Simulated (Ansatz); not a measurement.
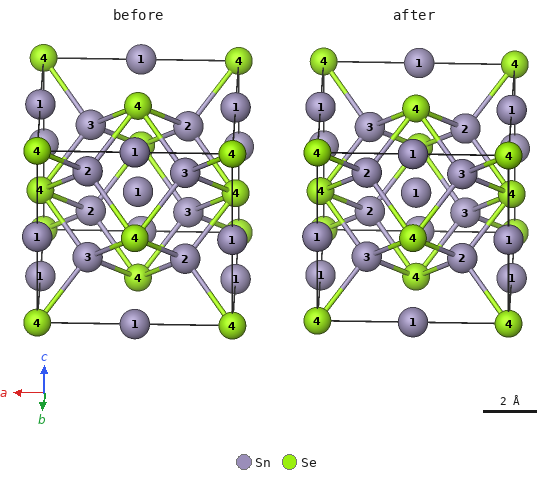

The structure of solid Sn$_{3}$Se (set up in Fm-3m) before (left) and after (right) a relaxation, at one scale.

Style: ball-and-stick. Shown: the conventional cell (4 times the calculation's cell), from a free direction. Lengths and directions refer to the drawn axes.

The run lets cell and atoms move.

Theory: Kohn-Sham DFT of a periodic cell, PBEsol, Ansatz PAW in Ansatz.

Input
```yaml
crystal:
  lattice:
    - [0.0, 3.733138, 3.733138]
    - [3.733138, 0.0, 3.733138]
    - [3.733138, 3.733138, 0.0]
  atoms:
    - { symbol: Sn, position: [0.5, 0.5, 0.5] }
    - { symbol: Sn, position: [0.75, 0.75, 0.75] }
    - { symbol: Sn, position: [0.25, 0.25, 0.25] }
    - { symbol: Se, position: [0.0, 0.0, 0.0] }
hamiltonian:
  xc: pbesol
  pseudopotentials: { kind: paw }
kpoints:
  mp_grid: { grid: [6, 6, 6] }
scf:
  occupations: { method: fermi_dirac, width: 0.05 }
output:
  forces: true
  stress: true
  eigenvalues: true
  write_density: true
  write_potential: true
  elf: true
  volumetric_format: npy
relax:
  f_tol: 0.01
  max_steps: 40
  cell: { stress_tol: 0.05 }
```

Launched with:
```bash
ansatz run input.yaml --threads 2 --pin off --max-ram 5632MiB --backend cpu --events-out ev --progress --plain --runs-dir out
```

What changed between the two?

No atom moves by more than 0.005 Å relative to the cell. Cell: a = b = c 7.466 → 7.311 Å (−2.1 %). Volume −6.1 %. Some distances before and after: Sn2–Se4 3.233 → 3.166 Å. The space group stays Fm-3m (No. 225). The energy falls by 16.8 meV per atom in 3 accepted moves (4 points after the start). All forces vanish by symmetry, so only the cell relaxes. The pressure goes from −3.19 to 0.00 GPa. The SCF was repeated once at an unchanged geometry on a basis and grid sized afresh for the cell, which shifted the energy by 0.3 meV per atom at most. Cost: 9.8 s on 2 threads of Arm Neoverse V2 (shared host), peak memory 0.41 GiB.
